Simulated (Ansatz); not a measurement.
# TaN/SiC/MgB2: predicting the conductance of a thicker barrier

How it was computed: Ansatz 0.2.0, plane waves with PAW datasets, PBE. Interfaces are relaxed in a short slab (with D3(BJ) where the barrier is layered), set between ideal electrode layers that go on as semi-infinite leads, and the zero-bias conductance G at 300 K comes from T(E) on a typed mesh. The error is the largest of the program's estimates from energy step, mesh, the leads' potential steps and neutrality; its separate bound for narrow resonances between the energies solved isn't counted and can be far larger. The lower electrode is TaN (rock salt 111), the upper MgB2 (AlB2 0001) and the barrier SiC (wurtzite 0001), on a net of side 3.108 Å; d is the distance between the electrodes' last planes.

What is known so far:

| planes in the barrier | d (Å) | G (S/m²) | error (%) | lead step (meV) |
| --- | --- | --- | --- | --- |
| 4 | 7.63 | 9.03e13 | 16 | 16 |
| 8 | 12.70 | 3.02e13 | 37 | 18 |

Q: A further run has 12 planes, d = 17.76 Å. Fit G ∝ exp(−βd) to the rows shown and predict its conductance.

Working: Through two points, β = ln(9.03e13 / 3.02e13) / (12.70 − 7.63) = 1.10 / 5.07 = 0.216 Å⁻¹. From the last point shown, G = 3.02e13 × exp(−0.216 × 5.06) = 1.01e13 S/m².

What the calculation gave: The run gave 2.46e12 S/m², with an error estimate of 44 % and a lead step of 18 meV. The prediction is 4.12 times that, too high by a factor of 4.1. Step by step the slopes are 0.22 and 0.50 Å⁻¹, rising with thickness. How much of this is a real bend and how much error of the rows wasn't traced.

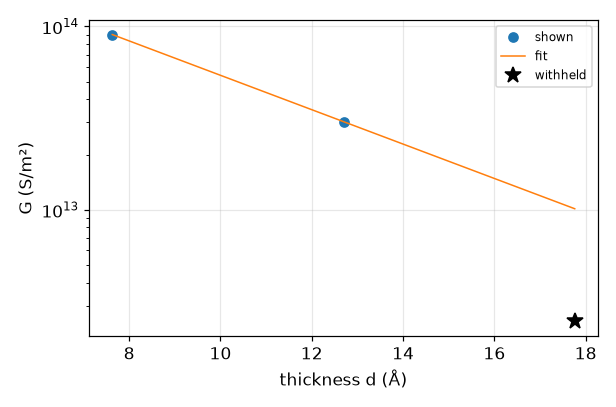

Fit and withheld run.

Caveats: The interfaces are ideal, one cell wide, strained to a common net and relaxed from one registry with their symmetry kept. PBE's gaps are too small, so true decay constants are likely larger where the Fermi level lies deep in a gap. No spin-orbit coupling, phonons, disorder or image charges enter. The rows shown are chosen by tests on error estimates (under 100 to 120 %), lead steps (under 150 meV, though the program warns over 25), intact interfaces and, for fits, a steady trend in the rows shown; the data set holds 414 series of this kind, and not all pass.
